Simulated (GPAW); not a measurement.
## MoSe227 Cu1: moments or none

Wanted: the moments of MoSe227 Cu1 and the energy gained by spin polarisation.

Program: GPAW 26.7.0. Level of theory: PBE; plane waves with GPAW's PAW setups, scalar-relativistic. Results are calculated unless marked as measured.

## (1) The structure

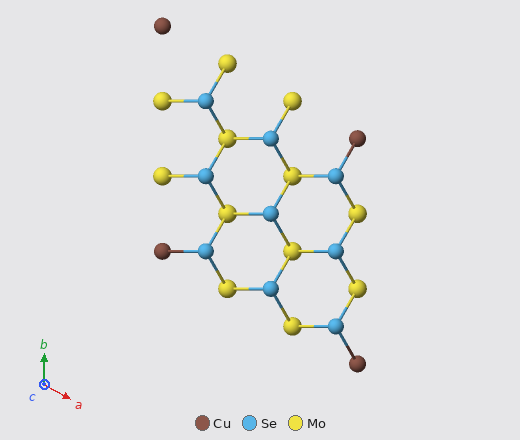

The starting structure, seen from above (copper brown, selenium blue, molybdenum yellow). Bonds to atoms that aren't drawn are left out. Some periodic images of atoms are drawn too.

The cell holds 27 atoms: 1 Cu, 18 Se and 8 Mo. Cell: a = 9.867 Å, b = 9.867 Å, c = 16.340 Å, α = 90.0°, β = 90.0°, γ = 120.0°. substitutional dopants on the host's lattice, its constants typed without a cited source, atoms not relaxed. Vacuum lies along c.

## (2) Start 1: ferro +

Parallel moments need no larger cell; this start tests for a ferromagnetic state only.

The input, order1.py:

```python
import json
import numpy as np
from ase import Atoms
from ase.parallel import paropen, parprint
from gpaw import GPAW

atoms = Atoms(['Cu', 'Se', 'Se', 'Mo', 'Se', 'Se', 'Mo', 'Se', 'Se', 'Mo', 'Se', 'Se', 'Mo', 'Se', 'Se', 'Mo', 'Se', 'Se', 'Mo', 'Se', 'Se', 'Mo', 'Se', 'Se', 'Mo', 'Se', 'Se'],
    cell=[[9.867, 0.0, 0.0],
         [-4.9335, 8.545073, 0.0],
         [0.0, -0.0, 16.34]],
    scaled_positions=[[0.0, 0.0, 0.5],
         [0.222222, 0.111111, 0.602203],
         [0.222222, 0.111111, 0.397797],
         [0.0, 0.333333, 0.5],
         [0.222222, 0.444444, 0.602203],
         [0.222222, 0.444444, 0.397797],
         [0.0, 0.666667, 0.5],
         [0.222222, 0.777778, 0.602203],
         [0.222222, 0.777778, 0.397797],
         [0.333333, 0.0, 0.5],
         [0.555556, 0.111111, 0.602203],
         [0.555556, 0.111111, 0.397797],
         [0.333333, 0.333333, 0.5],
         [0.555556, 0.444444, 0.602203],
         [0.555556, 0.444444, 0.397797],
         [0.333333, 0.666667, 0.5],
         [0.555556, 0.777778, 0.602203],
         [0.555556, 0.777778, 0.397797],
         [0.666667, 0.0, 0.5],
         [0.888889, 0.111111, 0.602203],
         [0.888889, 0.111111, 0.397797],
         [0.666667, 0.333333, 0.5],
         [0.888889, 0.444444, 0.602203],
         [0.888889, 0.444444, 0.397797],
         [0.666667, 0.666667, 0.5],
         [0.888889, 0.777778, 0.602203],
         [0.888889, 0.777778, 0.397797]],
    pbc=True,
    magmoms=[1.0, 0.0, 0.0, 0.0, 0.0, 0.0, 0.0, 0.0, 0.0, 0.0, 0.0, 0.0, 0.0, 0.0, 0.0, 0.0, 0.0, 0.0, 0.0, 0.0, 0.0, 0.0, 0.0, 0.0, 0.0, 0.0, 0.0])
atoms.calc = GPAW(mode={'name': 'pw', 'ecut': 450},
    xc='PBE',
    kpts={'size': (3, 3, 1), 'gamma': True},
    occupations={'name': 'fermi-dirac', 'width': 0.05},
    convergence={'density': 1e-05, 'energy': 1e-05},
    maxiter=200,
    mixer={'name': 'pulay', 'beta': 0.05, 'nmaxold': 6, 'weight': 50},
    symmetry={'tolerance': 1e-4},
    txt='order1.txt')
e = atoms.get_potential_energy(force_consistent=True)
res = {'free_energy': e, 'energy_sigma0': atoms.get_potential_energy(), 'fermi_energy': atoms.calc.get_fermi_level()}
res['moments'] = atoms.get_magnetic_moments().tolist()
res['total'] = atoms.get_magnetic_moment()
parprint('site moments (muB):', np.round(res['moments'], 3))
parprint(f"total moment: {res['total']:.3f} muB")
parprint(f'free energy: {e:.6f} eV')
atoms.calc.write('order1.gpw')
with paropen('results.json', 'w') as f:
    json.dump(res, f)
```

Command:

```sh
OMP_NUM_THREADS=1 mpirun -n 4 gpaw python order1.py > order1.log
```

Numbers of over 12 decimals in the logs are rounded to 6 here.

Output:

```text
site moments (muB): [ 0.001  0.     0.     0.    -0.    -0.     0.    -0.    -0.     0.
  0.     0.     0.     0.     0.     0.    -0.    -0.     0.     0.
  0.    -0.     0.     0.     0.     0.     0.   ]
total moment: 0.006 muB
free energy: -169.856718 eV

--- order1.txt ---
Input parameters:
  mode=PW(ecut=450),
  convergence={'density': 1e-05, 'energy': 1e-05},
  kpts=MonkhorstPack(size=(3, 3, 1), gamma=True),
  maxiter=200,
  mixer=Pulay(name='pulay', nmaxold=6, beta=0.05, weight=50, sigma=0.015, g_ss=None),
  occupations=Occupations(name='fermi-dirac', width=0.05),
  symmetry=Symmetry(tolerance=0.0001),
  xc=XC(name='PBE')

Diagonalizing LCAO Hamiltonian
Converting LCAO to pw mode

                Se      Se      Se

           Mo     Seo     Seo     Se

             Mo Se  Seo Se  Seo Se  Se

               Cu Se   Mo Se   Mo Se

                    Se      Se      Se

Atoms  # Å, Bohr magnetons
|    | symbol |         x |        y |        z |    initial magnetic moments |
|----|--------|-----------|----------|----------|-----------------------------|
|  0 |     Cu |  0.000000 | 0.000000 | 8.170000 | ( 0.0000,  0.0000,  1.0000) |
|  1 |     Se |  1.644498 | 0.949452 | 9.839997 | ( 0.0000,  0.0000,  0.0000) |
|  2 |     Se |  1.644498 | 0.949452 | 6.500003 | ( 0.0000,  0.0000,  0.0000) |
|  3 |     Mo | -1.644498 | 2.848355 | 8.170000 | ( 0.0000,  0.0000,  0.0000) |
|  4 |     Se |  0.000000 | 3.797806 | 9.839997 | ( 0.0000,  0.0000,  0.0000) |
|  5 |     Se |  0.000000 | 3.797806 | 6.500003 | ( 0.0000,  0.0000,  0.0000) |
|  6 |     Mo | -3.289002 | 5.696718 | 8.170000 | ( 0.0000,  0.0000,  0.0000) |
|  7 |     Se | -1.644503 | 6.646170 | 9.839997 | ( 0.0000,  0.0000,  0.0000) |
|  8 |     Se | -1.644503 | 6.646170 | 6.500003 | ( 0.0000,  0.0000,  0.0000) |
|  9 |     Mo |  3.288997 | 0.000000 | 8.170000 | ( 0.0000,  0.0000,  0.0000) |
| 10 |     Se |  4.933505 | 0.949452 | 9.839997 | ( 0.0000,  0.0000,  0.0000) |
| 11 |     Se |  4.933505 | 0.949452 | 6.500003 | ( 0.0000,  0.0000,  0.0000) |
| 12 |     Mo |  1.644498 | 2.848355 | 8.170000 | ( 0.0000,  0.0000,  0.0000) |
| 13 |     Se |  3.289007 | 3.797806 | 9.839997 | ( 0.0000,  0.0000,  0.0000) |
| 14 |     Se |  3.289007 | 3.797806 | 6.500003 | ( 0.0000,  0.0000,  0.0000) |
| 15 |     Mo | -0.000005 | 5.696718 | 8.170000 | ( 0.0000,  0.0000,  0.0000) |
| 16 |     Se |  1.644503 | 6.646170 | 9.839997 | ( 0.0000,  0.0000,  0.0000) |
| 17 |     Se |  1.644503 | 6.646170 | 6.500003 | ( 0.0000,  0.0000,  0.0000) |
| 18 |     Mo |  6.578003 | 0.000000 | 8.170000 | ( 0.0000,  0.0000,  0.0000) |
| 19 |     Se |  8.222502 | 0.949452 | 9.839997 | ( 0.0000,  0.0000,  0.0000) |
| 20 |     Se |  8.222502 | 0.949452 | 6.500003 | ( 0.0000,  0.0000,  0.0000) |
| 21 |     Mo |  4.933505 | 2.848355 | 8.170000 | ( 0.0000,  0.0000,  0.0000) |
| 22 |     Se |  6.578003 | 3.797806 | 9.839997 | ( 0.0000,  0.0000,  0.0000) |
| 23 |     Se |  6.578003 | 3.797806 | 6.500003 | ( 0.0000,  0.0000,  0.0000) |
| 24 |     Mo |  3.289002 | 5.696718 | 8.170000 | ( 0.0000,  0.0000,  0.0000) |
| 25 |     Se |  4.933500 | 6.646170 | 9.839997 | ( 0.0000,  0.0000,  0.0000) |
| 26 |     Se |  4.933500 | 6.646170 | 6.500003 | ( 0.0000,  0.0000,  0.0000) |

Unit cell  # Å
| periodic |         x |         y |         z |   lengths |     angles |
|----------|-----------|-----------|-----------|-----------|------------|
|      yes |  9.867000 |  0.000000 |  0.000000 |  9.867000 |  90.000000 |
|      yes | -4.933500 |  8.545073 |  0.000000 |  9.867000 |  90.000000 |
|      yes |  0.000000 | -0.000000 | 16.340000 | 16.340000 | 119.999999 |

Number of symmetries: 12

BZ-sampling:
  Number of BZ points: 9
  Number of IBZ points: 3

  Monkhorst-Pack size: [3, 3, 1]
  Monkhorst-Pack shift: [0, 0, 0]

K-points  # in reciprocal-cell coordinates
|   |                                coordinates |     weight |
|---|--------------------------------------------|------------|
| 0 | (  0.00000000,   0.00000000,   0.00000000) | 0.11111111 |
| 1 | (  0.33333333,   0.00000000,   0.00000000) | 0.66666667 |
| 2 | (  0.33333333,   0.33333333,   0.00000000) | 0.22222222 |

Plane wave coefficients: 29889
Cutoff: 450.000000 eV

Spin-components: 2 (collinear spins)
Bands:           144
Projectors:      144
Spin-degeneracy: 1
Datatype:        complex128

Parallelization:
  kpt:    2
  domain: 2
  band:   1

Density:
  Valence electrons: 231.0
  Components: 2
  Grid points: [49 49 80]
  Charge: 0.0  # |e|

Potential:
  Grid points: [49 49 80]

species:
  Cu:
    name:    Copper
    Z:       29.0
    valence: 11
    core:    18
    charge:  0.0  # [|e|]
    compensation charges:
      type: gauss
      rc: 0.33  # [Å]
      lmax: 2
    cutoffs:
      filter: 2.06  # [Å]
      core: 2.43  # [Å]
    projectors
    | kind |    occ | energy [eV] | rcut [Å] |
    |------|--------|-------------|----------|
    |   4s |  1.000 |      -4.609 |    1.164 |
    |   4p |  0.000 |      -0.698 |    1.164 |
    |   3d | 10.000 |      -5.039 |    1.058 |
    |    s |        |      22.603 |    1.164 |
    |    p |        |      26.513 |    1.164 |
    |    d |        |      22.172 |    1.058 |

    Using partial waves for Cu as LCAO basis

  Se:
    name:    Selenium
    Z:       34.0
    valence: 6
    core:    28
    charge:  0.0  # [|e|]
    compensation charges:
      type: gauss
      rc: 0.27  # [Å]
      lmax: 2
    cutoffs:
      filter: 1.77  # [Å]
      core: 2.67  # [Å]
    projectors
    | kind |    occ | energy [eV] | rcut [Å] |
    |------|--------|-------------|----------|
    |   4s |  2.000 |     -17.277 |    0.847 |
    |   4p |  4.000 |      -6.512 |    1.005 |
    |    s |        |       9.935 |    0.847 |
    |    p |        |      20.699 |    1.005 |
    |    d |        |       0.000 |    0.847 |

    Using partial waves for Se as LCAO basis

  Mo:
    name:    Molybdenum
    Z:       42.0
    valence: 14
    core:    28
    charge:  0.0  # [|e|]
    compensation charges:
      type: gauss
      rc: 0.38  # [Å]
      lmax: 2
    cutoffs:
      filter: 2.16  # [Å]
      core: 1.42  # [Å]
    projectors
    | kind |    occ | energy [eV] | rcut [Å] |
    |------|--------|-------------|----------|
    |   4s |  2.000 |     -64.307 |    1.238 |
    |   5s |  1.000 |      -4.084 |    1.238 |
    |   4p |  6.000 |     -38.491 |    1.296 |
    |   5p |  0.000 |      -1.044 |    1.296 |
    |   4d |  5.000 |      -3.754 |    1.296 |
    |    d |        |      23.458 |    1.296 |

    Using partial waves for Mo as LCAO basis

Reference energy: -2115957.611244  # eV

eigensolver:
  PPCG
  Converge bands: occupied
  niter=2

density mixing:
  Pulay-Mixer
  Linear mixing parameters: 0.05
  Old densities: 6
  Fourier metric: weight=50, sigma=0.015

occupation numbers:
  Fermi-Dirac:
    width: 0.0500  # eV

poisson solver:
  ecut: 3600.000000  # eV

xc functional:
  name: PBE with 2 nearest neighbor stencil

convergence criteria:
- Maximum integral of absolute [dens]ity change: 1e-05 electrons / valence electron
- Maximum [total energy] change in last 3 cyles: 1e-05 eV / valence electron
- Maximum integral of absolute [eigenst]ate change: 4e-08 eV^2 / valence electron
maximum number of iterations: 200

SCF iterations
|iter     |      energy | eigst |  dens |  magmom |
|---------|-------------|-------|-------|---------|
|iter:   1|       0s | -181.183592 | +0.49 |       |  +0.9878|
|iter:   2|      21s | -176.193748 | -0.70 | -0.96 |  +0.9703|
|iter:   3|      43s | -173.695840 | -1.36 | -1.07 |  +0.9332|
|iter:   4|      64s | -171.513261 | -1.38 | -1.15 |  +0.8668|
|iter:   5|      85s | -170.008053 | -1.25 | -1.28 |  +0.6861|
|iter:   6|     106s | -169.854728 | -1.74 | -1.53 |  +0.5960|
|iter:   7|     127s | -169.806863 | -2.48 | -1.67 |  +0.5487|
|iter:   8|     148s | -169.785834 | -2.70 | -1.76 |  +0.4756|
|iter:   9|     169s | -169.836354 | -2.28 | -1.90 |  +0.3751|
|iter:  10|     191s | -169.775728 | -3.12 | -2.07 |  +0.3357|
[... 44 iterations left out ...]
|iter:  55|    1047s | -169.769168c| -7.37 | -4.43 |  +0.0336|
|iter:  56|    1058s | -169.769170c| -8.18c| -4.49 |  +0.0354|
|iter:  57|    1068s | -169.769171c| -8.54c| -4.49 |  +0.0362|
|iter:  58|    1088s | -169.769164c| -6.96 | -4.49 |  +0.0225|
|iter:  59|    1098s | -169.769164c| -7.83c| -4.73 |  +0.0222|
|iter:  60|    1109s | -169.769163c| -8.07c| -4.75 |  +0.0207|
|iter:  61|    1128s | -169.769161c| -7.37 | -4.77 |  +0.0135|
|iter:  62|    1139s | -169.769160c| -7.61c| -4.87 |  +0.0096|
|iter:  63|    1149s | -169.769160c| -7.56c| -4.99 |  +0.0070|
|iter:  64|    1159s | -169.769160c| -7.71c| -5.21c|  +0.0057|

Converged in 64 steps
Energy contributions relative to reference atoms: (reference = -2115957.611244)

Energy contributions:
  Kinetic:          52.978414
  Coulomb:         -91.798770
  Zero:             -3.027390
  External:          0.000000
  Xc:             -127.833856
  Entropy:          -0.175117
  Spinorbit:         0.000000
  ----------------------------
  Free energy:    -169.856718
  Extrapolated:   -169.769160

dipole moment: (-8.418660, -104.906161, 0.001093)  # |e|*Ang

Total magnetic moment: (0.000000, 0.000000, 0.005732)

Local magnetic moments
|        x |        y |         z |
|----------|----------|-----------|
| 0.000000 | 0.000000 |  0.000585 |  # Cu   0
| 0.000000 | 0.000000 |  0.000187 |  # Se   1
| 0.000000 | 0.000000 |  0.000187 |  # Se   2
| 0.000000 | 0.000000 |  0.000362 |  # Mo   3
| 0.000000 | 0.000000 | -0.000001 |  # Se   4
| 0.000000 | 0.000000 | -0.000001 |  # Se   5
| 0.000000 | 0.000000 |  0.000362 |  # Mo   6
| 0.000000 | 0.000000 | -0.000001 |  # Se   7
| 0.000000 | 0.000000 | -0.000001 |  # Se   8
| 0.000000 | 0.000000 |  0.000362 |  # Mo   9
| 0.000000 | 0.000000 |  0.000010 |  # Se  10
| 0.000000 | 0.000000 |  0.000010 |  # Se  11
| 0.000000 | 0.000000 |  0.000362 |  # Mo  12
| 0.000000 | 0.000000 |  0.000010 |  # Se  13
| 0.000000 | 0.000000 |  0.000010 |  # Se  14
| 0.000000 | 0.000000 |  0.000060 |  # Mo  15
| 0.000000 | 0.000000 | -0.000001 |  # Se  16
| 0.000000 | 0.000000 | -0.000001 |  # Se  17
| 0.000000 | 0.000000 |  0.000362 |  # Mo  18
| 0.000000 | 0.000000 |  0.000187 |  # Se  19
| 0.000000 | 0.000000 |  0.000187 |  # Se  20
| 0.000000 | 0.000000 | -0.000006 |  # Mo  21
| 0.000000 | 0.000000 |  0.000010 |  # Se  22
| 0.000000 | 0.000000 |  0.000010 |  # Se  23
| 0.000000 | 0.000000 |  0.000362 |  # Mo  24
| 0.000000 | 0.000000 |  0.000187 |  # Se  25
| 0.000000 | 0.000000 |  0.000187 |  # Se  26

Fermi level: 0.364
Eigenvalues  # (at kpt = [0.000, 0.000, 0.000])
| band index |      eig [eV] | occ [0-1] |      eig [eV] | occ [0-1] |
|------------|---------------|-----------|---------------|-----------|
|          0 |       -61.080 |     1.000 |       -61.080 |     1.000 |
|        ... |               |           |               |           |
|        106 |        -1.211 |     1.000 |        -1.211 |     1.000 |
|        107 |        -1.189 |     1.000 |        -1.189 |     1.000 |
|        108 |        -1.189 |     1.000 |        -1.189 |     1.000 |
|        109 |        -1.079 |     1.000 |        -1.078 |     1.000 |
|        110 |        -0.736 |     1.000 |        -0.735 |     1.000 |
|        111 |        -0.531 |     1.000 |        -0.530 |     1.000 |
|        112 |        -0.531 |     1.000 |        -0.530 |     1.000 |
|        113 |         0.101 |     0.995 |         0.102 |     0.995 |
|        114 |         0.459 |     0.130 |         0.459 |     0.129 |
|        115 |         0.459 |     0.130 |         0.459 |     0.128 |
|        116 |         0.579 |     0.013 |         0.580 |     0.013 |
|        117 |         0.579 |     0.013 |         0.580 |     0.013 |
|        118 |         1.349 |     0.000 |         1.349 |     0.000 |
|        119 |         1.451 |     0.000 |         1.451 |     0.000 |
|        120 |         1.670 |     0.000 |         1.670 |     0.000 |
|        121 |         1.736 |     0.000 |         1.736 |     0.000 |
|        ... |               |           |               |           |
|        143 |         3.686 |     0.000 |         3.686 |     0.000 |

No gap
No difference between direct/indirect transitions
```

Run time: 20 min. Hardware: 4 MPI ranks of Arm Neoverse V1, shared host; peak memory 2.4 GiB.

Spin moment in the augmentation sphere by element, in μB:

```csv
element,atoms,mean,spread (r.m.s.),least,largest
Cu,1,0.0006,0.0000,0.0006,0.0006
Se,18,0.0001,0.0001,0.0000,0.0002
Mo,8,0.0003,0.0001,0.0000,0.0004
```

The atoms farthest from the mean of their element:

```csv
atom,"x, y, z (Å)",spin moment in the augmentation sphere (μB)
Mo22,"4.93, 2.85, 8.17",0.0000
Mo16,"0.00, 5.70, 8.17",0.0001
Se3,"1.64, 0.95, 6.50",0.0002
Se2,"1.64, 0.95, 9.84",0.0002
Se26,"4.93, 6.65, 9.84",0.0002
Se21,"8.22, 0.95, 6.50",0.0002
Se20,"8.22, 0.95, 9.84",0.0002
Se27,"4.93, 6.65, 6.50",0.0002
```

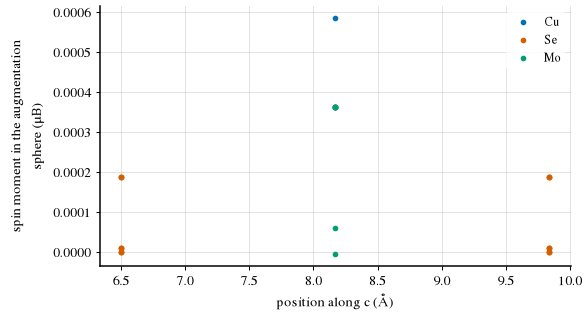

Spin moment in the augmentation sphere along the cell.

This step gave:

```
final state : non-magnetic
```

After 64 cycles the seed has died away: no moment is left.

(Part 1 of 2 ends here.)

[Logs and program files are shortened in this print: banners, set-up blocks, solver, clock and traceback lines can be left out without a mark of their own.]

[Logs are printed without paths, hosts, clocks, repeated set-up lines and the standing remarks that a program may print on its own settings, such as how far it seeks lower states.]

[Hosts, paths, dates, database ids (printed as entryN), source tags and the programs' standing remarks are cut or masked in the printed files.]

[Where a cell is said to come from a database of computed structures, the database is the Materials Project.]
